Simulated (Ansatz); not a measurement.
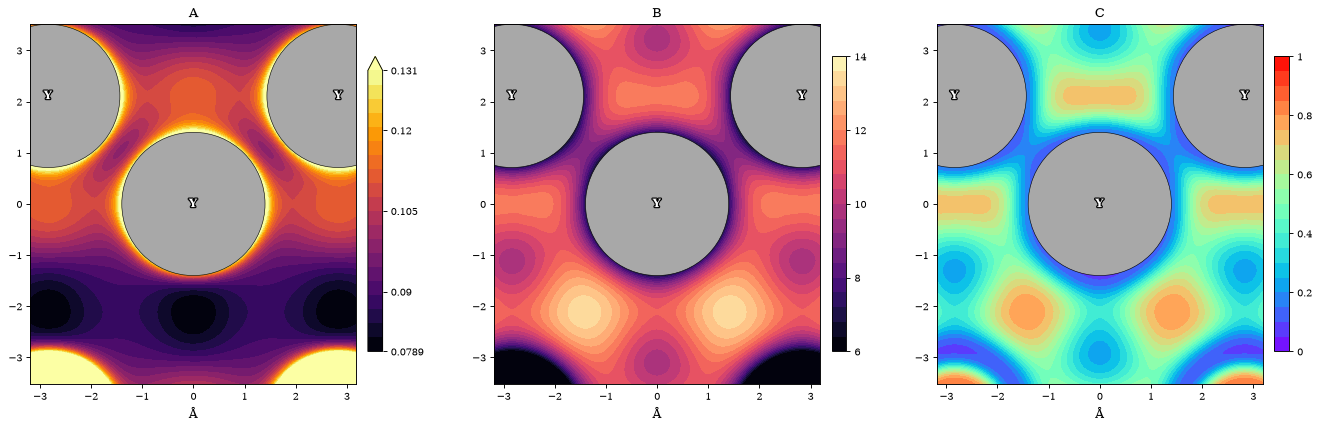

Y: 3 fields on the (110) plane of the conventional cell, with unlabelled colour scales. Grey discs cover the atomic cores.

Space group P6₃/mmc.

The calculation used DFT PBE, spin-orbit coupling, plane waves, PAW in Ansatz.

### Which field does each panel show? The fields are: electron localisation function, electrostatic potential energy of an electron and valence pseudo-density.

Panel A: valence pseudo-density. Panel B: electrostatic potential energy of an electron (low next to the atoms, rising into the space between them). Panel C: electron localisation function. From the grid: Y–Y (3.54 Å): ρ at the midpoint is about 0.1 e/Å³; the ELF is about 0.20 at the midpoint; no shared electron pair shows on this line.
